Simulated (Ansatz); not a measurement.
Single-point calculation of WS$_{2}$

The run: single-point calculation of WS$_{2}$ (12 atoms in the cell). Method and program: DFT PBEsol, scalar-relativistic, plane waves, PAW, no spin polarisation (Ansatz 0.2.0).

The structure derives from an entry of the Crystallography Open Database. It belongs to a series of runs on one base structure; here: all atoms moved at random (sigma 0.1 A a component), cell strained at random (sigma 0.05). Figures and captions count atoms from 1; the log counts them from 0 in places.

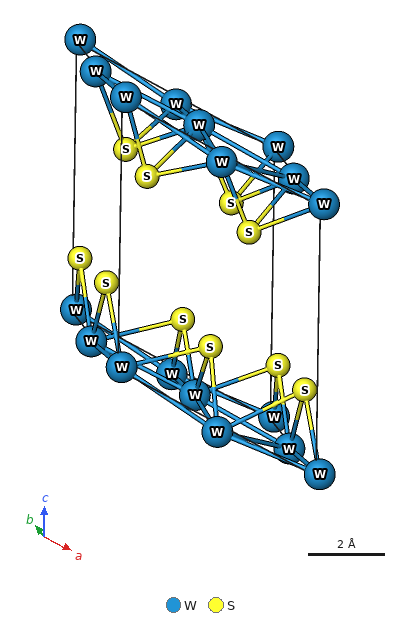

**Figure 1.** The structure (ball-and-stick view of the cell of the calculation, set on other vectors, seen slightly off an axis).

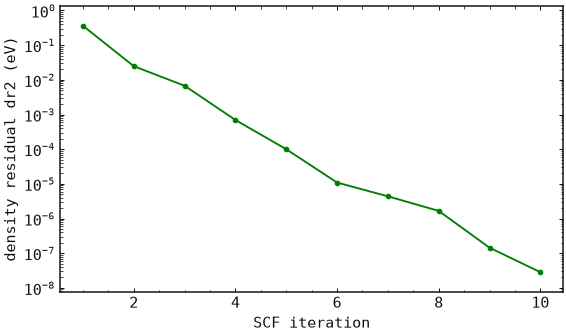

**Figure 2.** Convergence of the self-consistent field: density residual dr2 against the SCF iteration. The residual falls at every step.

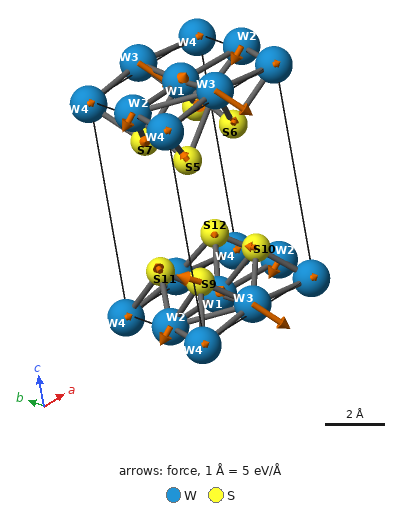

**Figure 3.** Forces on the atoms as orange arrows (ball-and-stick view of the cell of the calculation, seen slightly off an axis; atoms are numbered from 1 in the order of the input). The largest act on W3 (7.92 eV/Å); S9 (4.77 eV/Å); W2 (3.84 eV/Å); S8 (3.02 eV/Å), among others. The geometry is not a stationary point of this energy.

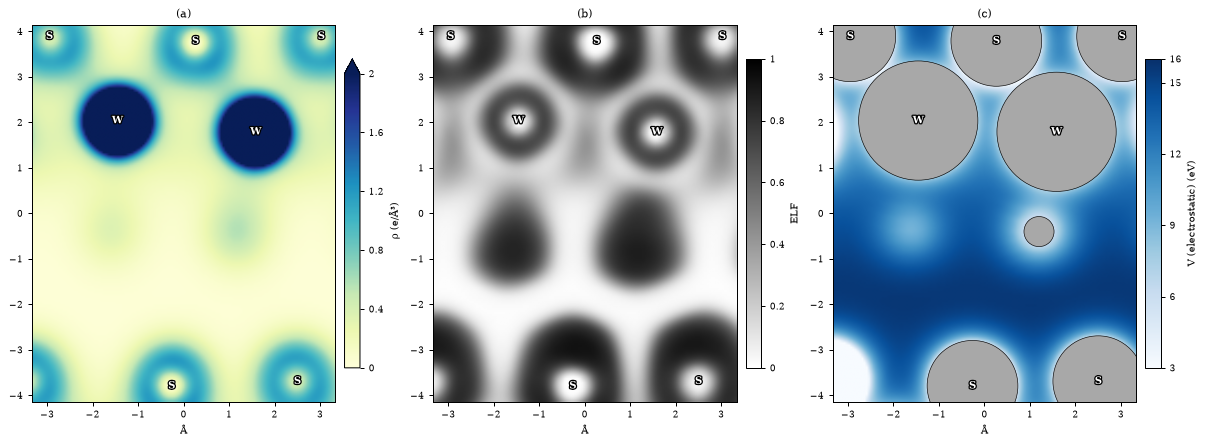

**Figure 4.** (a) valence charge density (pseudo); (b) electron localisation function; (c) electrostatic potential (local pseudopotential plus Hartree) felt by an electron on the (011̄) plane of the conventional cell. Grey discs, where drawn, cover atomic cores. W–S (2.40 Å): the density is about 0.64 e/Å³ at the midpoint; the ELF is about 0.50 at the midpoint. Away from the nuclei the density in this plane falls to 0.02 e/Å³ at its lowest. The strong features right at W lie inside the PAW spheres (semicore, d or f shells) and say nothing about bonding. Outside the cores the potential energy rises away from the atoms and is highest about 2.0 Å from the nearest atoms; outside the discs it spans about 12 eV, and its zero is arbitrary. The fields are those of the smooth PAW valence density.

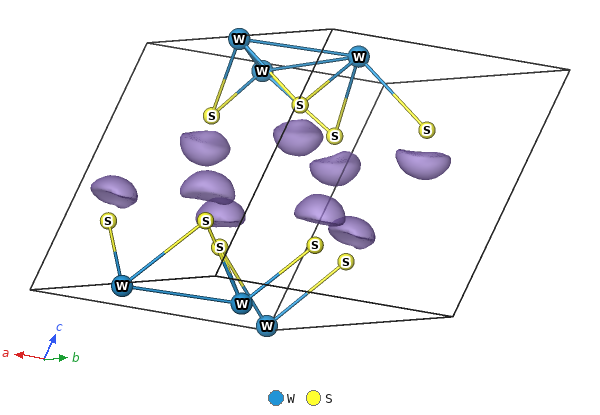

**Figure 5.** Isosurface of the electron localisation function at 0.9 (purple), seen at an oblique angle. Core shells and regions of very low density are left out. Sticks mark near contacts. The outline is the cell set on symmetry axes. Along the contacts the grid gives the following. W–S (2.12 Å): the ELF is about 0.50 at the midpoint. W–W (2.92 Å): the ELF is about 0.45 at the midpoint.

The input that produced these results follows, with the program's output.

Input
```yaml
crystal:
  lattice:
    - [3.2157178795, -5.0365903806, -0.0961264279]
    - [-3.3955839801, -5.1404361223, -0.0728803994]
    - [-0.0364314622, -3.4910847014, -6.6901387672]
  atoms:
    - { symbol: W, position: [0.4913846638, 0.5101916807, 0.0026474728] }
    - { symbol: W, position: [1.0207106606, 0.4669344687, 0.005829224] }
    - { symbol: W, position: [0.462941013, 1.0078998504, 0.0324287865] }
    - { symbol: W, position: [0.9922976485, 1.0155050141, -0.0142669139] }
    - { symbol: S, position: [0.2735959733, 0.2458281723, 0.7334539289] }
    - { symbol: S, position: [0.7146852382, 0.2613876397, 0.7631772299] }
    - { symbol: S, position: [0.2596463096, 0.770307107, 0.7598088236] }
    - { symbol: S, position: [0.7266780728, 0.7510043727, 0.7781299081] }
    - { symbol: S, position: [0.0958627646, 0.0666012827, 0.2430790156] }
    - { symbol: S, position: [0.6112548245, 0.0716444489, 0.2411570255] }
    - { symbol: S, position: [0.0806652575, 0.571671438, 0.2318475678] }
    - { symbol: S, position: [0.5954775735, 0.5862245247, 0.2471079312] }
basis:
  ecutwfc: 420
kpoints:
  mp_grid: { grid: [6, 6, 6] }
hamiltonian:
  xc: pbesol
scf:
  occupations: { method: gaussian, width: 0.05 }
output:
  forces: true
  stress: true
  eigenvalues: true
  write_density: true
  write_potential: true
  elf: true
  volumetric_format: npy
```

Launch command:
```bash
ansatz run input.yaml --threads 2 --pin off --max-ram 5120MiB --backend cpu --events-out ev --progress --plain --runs-dir out
```

Log
```
Engine: ansatz 0.2.0, x86_64-unknown-linux-gnu
Pseudopotentials: kind: paw
Pseudopotential: W, paw, valence charge 14, recommended cutoff 420 eV (normal), W.paw.azcp
Pseudopotential: S, paw, valence charge 6, recommended cutoff 420 eV (normal), S.paw.azcp
Functional definition: PBEsol
  exchange = pbesol_x
  correlation = pbesol_c
Crystal: 12 atoms, lattice volume = 223.052 Å³
Basis set: ecut = 420 eV, 4351 PW (Γ), exchange–correlation on 80×90×108 points (8 copies of the dense FFT grid, shifted against one another)
Bands: 64, of which v1, the nominal top of the filled ones, is band 52 counted from 1 (51 counted from 0)
Symmetry: 1 space group operations
Space group: P1 (ITA 1), of the structure as read, at distance tolerance 6.1e-5 Å
k-points: 112 of 216 (time reversal used)
Non-local potential: W, projectors of the file, l = 0: 3, l = 1: 2, l = 2: 2, l = 3: 1
Non-local potential: S, projectors of the file, l = 0: 2, l = 1: 2, l = 2: 2
PAW form: soft (Blöchl's): semilocal exchange-correlation on the pseudo side does not see the compensation charge
PAW frozen core: W, regenerated for the run's functional, and the local potential with it (the file was generated under x = pbe(κ = 0.804, μ = 0.2195149727645171), c = pbe(β = 0.06672455060314922))
PAW frozen core: S, regenerated for the run's functional, and the local potential with it (the file was generated under x = pbe(κ = 0.804, μ = 0.2195149727645171), c = pbe(β = 0.06672455060314922))
PAW one-centre angular grid: W, 590 points (default); XC on 64 Gauss nodes
PAW one-centre angular grid: S, 110 points (default); XC on 64 Gauss nodes
Initial density: superposition of atomic densities (neutral atoms: chi_scale 0, normalization atom), corrected by the library's trained network
Initial wavefunctions: pseudopotential atomic-orbital guess
Functional: x = pbesol(κ = 0.804, μ = 0.12345679012345678), c = pbesol(β = 0.046)
SCF iter   1: F=—  HF=-48112.843885 eV  |F-HF|=—  |Δ(HF+E_count)|=         —  Δρ=9.60e-3  dr2=3.61e-1  ethr=1.77e-3  ⟨swp⟩=6.8  Hψ=30638  notcnv=0  defer=26
preconditioner: auto → Resta (q_TF=auto, 2.402 Å⁻¹)  ε∞=7.5  [insulator: Δε(μ)=0.868 eV  Ē_g=8.247 eV  σ=0.050 eV  W_gap=1.00  n_scr=54 (ndim 8)  ℏωp=21.1 eV  f_vac=0.057  D(μ)=0.00/eV (n_scr^D=0)  ε∞_Penn≈7.5]
SCF iter   2: F=—  HF=-48112.793122 eV  |F-HF|=—  |Δ(HF+E_count)|=   5.08e-2  Δρ=4.15e-3  dr2=2.47e-2  ethr=3.47e-4  ⟨swp⟩=2.5  Hψ=10477  notcnv=0  defer=688
SCF iter   3: F=—  HF=-48112.792550 eV  |F-HF|=—  |Δ(HF+E_count)|=   5.72e-4  Δρ=2.14e-3  dr2=6.74e-3  ethr=2.37e-5  ⟨swp⟩=2.3  Hψ=9282  notcnv=0  defer=688
SCF iter   4: F=—  HF=-48112.793003 eV  |F-HF|=—  |Δ(HF+E_count)|=   4.53e-4  Δρ=3.95e-4  dr2=6.94e-4  ethr=6.48e-6  ⟨swp⟩=2.6  Hψ=11182  notcnv=0  defer=688
SCF iter   5: F=—  HF=-48112.792951 eV  |F-HF|=—  |Δ(HF+E_count)|=   5.24e-5  Δρ=1.76e-4  dr2=9.97e-5  ethr=6.68e-7  ⟨swp⟩=2.0  Hψ=9464  notcnv=0  defer=688
SCF iter   6: F=—  HF=-48112.792907 eV  |F-HF|=—  |Δ(HF+E_count)|=   4.36e-5  Δρ=5.28e-5  dr2=1.09e-5  ethr=9.58e-8  ⟨swp⟩=2.7  Hψ=11998  notcnv=0  defer=688
SCF iter   7: F=—  HF=-48112.792910 eV  |F-HF|=—  |Δ(HF+E_count)|=   2.94e-6  Δρ=2.70e-5  dr2=4.37e-6  ethr=1.05e-8  ⟨swp⟩=2.0  Hψ=9651  notcnv=0  defer=688
SCF iter   8: F=—  HF=-48112.792911 eV  |F-HF|=—  |Δ(HF+E_count)|=   4.72e-7  Δρ=1.66e-5  dr2=1.66e-6  ethr=4.20e-9  ⟨swp⟩=2.0  Hψ=9538  notcnv=0  defer=688
SCF iter   9: F=—  HF=-48112.792911 eV  |F-HF|=—  |Δ(HF+E_count)|=   9.72e-8  Δρ=5.19e-6  dr2=1.44e-7  ethr=1.60e-9  ⟨swp⟩=2.1  Hψ=8713  notcnv=0  defer=688
SCF iter  10: F=-48112.792911 eV  HF=-48112.792911 eV  |F-HF|=6.22e-9  |Δ(HF+E_count)|=   5.53e-8  Δρ=2.20e-6  dr2=2.84e-8  ethr=9.62e-11  ⟨swp⟩=15.5  Hψ=55474  notcnv=0
SCF 1 converged in 10 iterations: F = -48112.792911 eV  dr2 = 2.84e-8
  greatest PAW one-centre occupation: 1.000 electrons in one spin orbital (limit 2), on the W atom at site 3 (counted from 0), in its partial waves of l = 0
SCF converged after 10 iterations
Free energy (F): -48112.792911 eV
Harris-Foulkes:  -48112.792911 eV  (|F-HF|=6.22e-9)
Internal energy: -48112.792911 eV  (E = F + TS)
E sigma→0 (E₀):  -48112.792911 eV
Fermi energy:    10.934757 eV
--- Per-component energies (eV) ---
  E_band       = -831.772008
  E_kinetic    = 2674.718890
  E_local      = -8246.865397  (includes V_loc(G=0)·N_el)
  E_nonlocal   = 243.610733
  E_hartree    = 3354.513536
  E_xc         = -1836.213328
  E_vxc        = -1661.695363  (∫ρ·V_xc dr)
  E_paw        = -38418.963602  (= ΣΔE_a)
  E_vpaw       = -550.568787  (= ΣTr[D̂ρ^β])
  E_aug_tail   = -0.000239  (compensation charges beyond the density's cutoff)
  E_ewald      = -5884.976268
  E_core_change = 1.382763  (= ΣΔE_core)
  E_smearing   = -0.000000  (= −TS)
  E_closure    = 0.000000  (closes the sum)
  Σ components = -48112.792911   (vs F -48112.792911, Δ=0.00e0)
--- Forces (eV/Å), atoms counted from 1 ---
  atom   1  W      1.59857581     1.51547758    -1.70926433
  atom   2  W     -2.55863042     0.54712665     2.80466785
  atom   3  W      4.94024426    -1.27717971     6.05488864
  atom   4  W      1.28390087     0.11402232    -0.34603224
  atom   5  S     -0.82650484    -0.10850363    -2.03861690
  atom   6  S      0.54400524    -1.09902211    -0.90160973
  atom   7  S      0.41359742     1.96135914    -0.41915349
  atom   8  S      0.72236316    -2.87858641     0.57849553
  atom   9  S     -3.30968954     2.11724104    -2.70013584
  atom  10  S     -1.91846134    -0.03934157    -0.76964752
  atom  11  S     -0.83576321    -1.82899796    -1.08172638
  atom  12  S     -0.05365635     0.97639143     0.52820470
  max |Σ_I F_I| component: 7.03e-5 eV/Å
--- Stress (GPa, compression-positive) ---
       -3.311563      -5.504509       7.087801
       -5.504509      16.426096      -3.492513
        7.087801      -3.492513      -0.195032
  P = ⅓ Tr σ = 4.3065 GPa (43.065 kbar)
--- Band table (eV; the first three rows and the last of 112) ---
  k-point 0: bands = ["-63.5698", "-63.5452", "-63.5298", "-63.5101", "-28.1735", "-28.1018", "-28.0780", "-27.9412", "-27.8781", "-27.8698", "-27.8459", "-27.8310", "-27.7341", "-27.7094", "-27.6519", "-27.5583", "-4.8287", "-3.1645", "-2.7481", "-2.4936", "-2.4076", "-2.2238", "-1.9362", "-1.7392", "3.2455", "3.4288", "3.4805", "3.7077", "4.6238", "4.7190", "4.7807", "5.6523", "5.7456", "5.9217", "6.2240", "6.7839", "7.0410", "7.1690", "7.3331", "7.7241", "7.9534", "8.1989", "8.3843", "8.4975", "8.7946", "8.9323", "9.1734", "9.3329", "9.4593", "9.6749", "9.9210", "9.9967", "12.3238", "12.4169", "12.6409", "12.8810", "13.2497", "13.3567", "13.4205", "13.5564", "13.6675", "13.8513", "14.2128", "14.3401"]
  k-point 1: bands = ["-63.5698", "-63.5452", "-63.5298", "-63.5101", "-28.1735", "-28.1018", "-28.0780", "-27.9412", "-27.8781", "-27.8697", "-27.8459", "-27.8310", "-27.7341", "-27.7094", "-27.6519", "-27.5583", "-4.8052", "-3.2059", "-2.7604", "-2.4962", "-2.3923", "-2.2318", "-1.9327", "-1.7390", "3.3063", "3.4146", "3.5279", "3.7083", "4.6267", "4.7439", "4.8077", "5.6055", "5.7055", "5.8834", "6.2119", "6.7843", "7.0567", "7.1911", "7.3433", "7.7799", "7.9659", "8.0626", "8.2488", "8.4860", "8.8198", "8.8909", "9.1344", "9.3392", "9.5411", "9.7314", "9.9786", "10.1106", "12.3245", "12.4185", "12.6479", "12.8949", "13.2295", "13.3540", "13.3964", "13.5650", "13.6364", "13.8453", "14.1695", "14.3690"]
  k-point 2: bands = ["-63.5698", "-63.5452", "-63.5298", "-63.5101", "-28.1735", "-28.1018", "-28.0780", "-27.9412", "-27.8781", "-27.8697", "-27.8459", "-27.8310", "-27.7341", "-27.7094", "-27.6519", "-27.5583", "-4.7544", "-3.2936", "-2.7812", "-2.4989", "-2.3649", "-2.2468", "-1.9272", "-1.7381", "3.3388", "3.3826", "3.7021", "3.7496", "4.6302", "4.7962", "4.8786", "5.5096", "5.6327", "5.8170", "6.1874", "6.7718", "7.0418", "7.1337", "7.2813", "7.6965", "7.9511", "8.0557", "8.3092", "8.5049", "8.8171", "8.8538", "9.0630", "9.3296", "9.5956", "9.7770", "10.0346", "10.3808", "12.3239", "12.4164", "12.6494", "12.8950", "13.1733", "13.2760", "13.4191", "13.5376", "13.6617", "13.8107", "14.1288", "14.4005"]
  k-point 111: bands = ["-63.5635", "-63.5468", "-63.5311", "-63.5135", "-28.0833", "-27.9751", "-27.9515", "-27.9207", "-27.8801", "-27.8661", "-27.8436", "-27.8289", "-27.8034", "-27.7885", "-27.7540", "-27.6988", "-3.7197", "-3.6866", "-2.9217", "-2.7261", "-2.5437", "-2.3877", "-2.1930", "-2.0584", "4.3979", "4.4307", "4.5921", "4.6745", "4.8352", "5.0189", "5.6154", "5.9809", "6.1053", "6.2182", "6.2763", "6.2924", "6.3639", "6.4270", "6.7683", "6.9675", "7.0248", "7.4597", "7.7712", "7.8752", "8.0403", "8.3289", "8.7248", "8.7859", "9.3107", "9.5623", "9.9779", "10.5091", "11.8692", "12.1527", "12.3128", "12.4704", "12.5899", "12.7250", "13.1594", "13.2294", "13.4499", "13.5077", "13.7354", "13.8947"]
```

Results in brief

- outcome: converged
- space group (tolerance 0.01 Å): P1 (1)
- electrons treated: 104
- free energy: −48112.7929 eV
- Fermi energy: 10.935 eV
- gap on the k-point mesh: 0.83 eV
- pressure: 4.31 GPa
- largest force (length of the vector): 7.918 eV/Å
- hardware: 2 threads of Intel Xeon (Granite Rapids), 176 GiB of memory available, shared host
- wall time: 67 s (CPU time 2.1 min)
- peak memory: 1.3 GiB

Spin–orbit coupling is left out, which matters for W.
